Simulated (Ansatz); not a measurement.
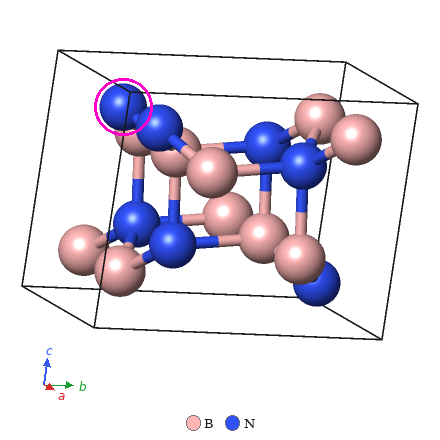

The system is BN (P4_2/mnm phase) with one N vacancy (15 atoms in the cell, cell charge +3); the picture shows the reference structure. An atom moved over a plane that holds its own site and a neighbouring vacancy (x along [0 −1 1], y along [0 1 1], z along [−1 0 0] of the conventional cell). The first coordinate is: path of N14 from its site (0) to the vacancy (1), 2.344 Å; the second: shift of N14 across the path, along the Cartesian direction [−1 1 0]. Nothing is relaxed (all other atoms held at the sites of the perfect crystal). The scan uses an 11 × 9 grid; 22 points were computed and 51 follow by symmetry. At 26 points there is no value (left out of the scan, as a rule where atoms come close). Points are written as (first, second). Energies: eV per cell, counted from the lowest grid point. The cell is charged on a uniform background, without a charge correction. The calculation used DFT PBE, scalar-relativistic, plane waves, PAW in Ansatz 0.2.0. Settings: cutoff 420 eV, k-mesh 6×6×6, gaussian smearing 0.05 eV, no spin polarisation.

Range: path of N14 from its site (0) to the vacancy (1), 2.344 Å from −0.125 to 1.125; shift of N14 across the path, along the Cartesian direction [−1 1 0] from −0.500 to 0.500 Å.

Question: What will the energy surface look like?

Answer: The lowest grid point is at (0.000, 0.000 Å) [nearest 2 B at 1.54 Å]; the map holds 2 wells of about this depth. It is the only kind of minimum in the scanned range. The highest grid point, (0.500, −0.125 Å) [nearest 1 B at 0.97 Å], lies 12.3 eV above the lowest. On the interpolated surface the easiest way out of the lowest well to a well of about the same depth near (1.000, 0.000 Å) [nearest 2 B at 1.54 Å] passes a barrier of about 9.3 eV.

```tsv
second ↓, first →	−0.125	0.000	0.125	0.250	0.375	0.500	0.625	0.750	0.875	1.000	1.125
0.500	2.4	2.3	7.3	–	–	–	–	–	7.3	2.3	2.4
0.375	1.9	1.2	4.2	–	–	–	–	–	4.2	1.2	1.9
0.250	1.7	0.5	2.1	7.9	–	–	–	7.9	2.1	0.5	1.7
0.125	1.6	0.1	0.8	4.2	9.5	12.3	9.5	4.2	0.8	0.1	1.6
0.000	1.6	0.0	0.4	3.1	7.1	9.2	7.1	3.1	0.4	0.0	1.6
−0.125	1.6	0.1	0.8	4.2	9.5	12.3	9.5	4.2	0.8	0.1	1.6
−0.250	1.7	0.5	2.1	7.9	–	–	–	7.9	2.1	0.5	1.7
−0.375	1.9	1.2	4.2	–	–	–	–	–	4.2	1.2	1.9
−0.500	2.4	2.3	7.3	–	–	–	–	–	7.3	2.3	2.4
```

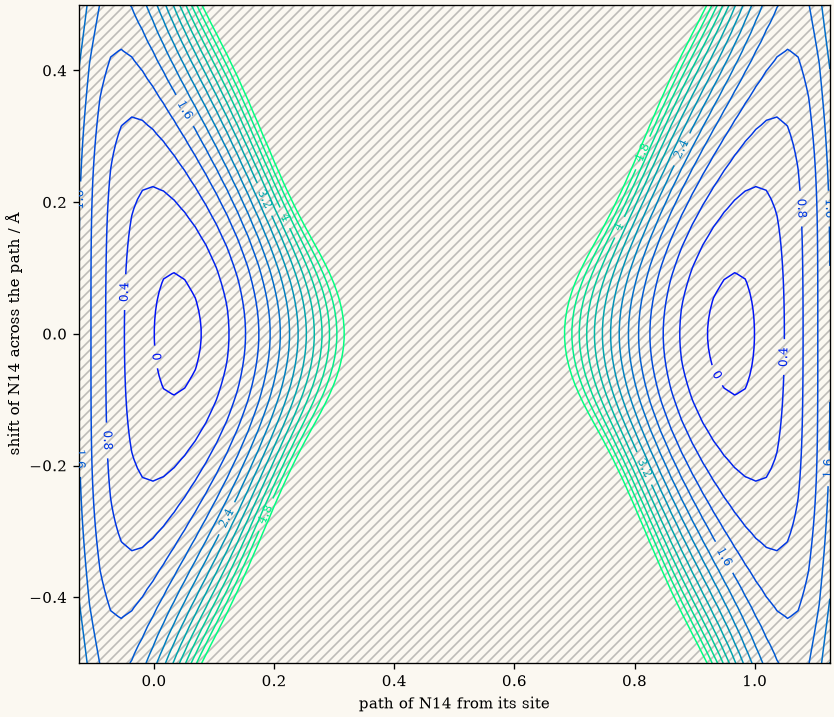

The picture shows contour lines labelled in eV (none above 5.2), hatched blanks where no value was computed. Between grid points the surface is interpolated.

Time for the 22 points that were run: 5.1 min on 4 threads of AMD EPYC 7R43 64-Core Processor (Zen 3) (shared host).

PAW datasets: the set soft_1.
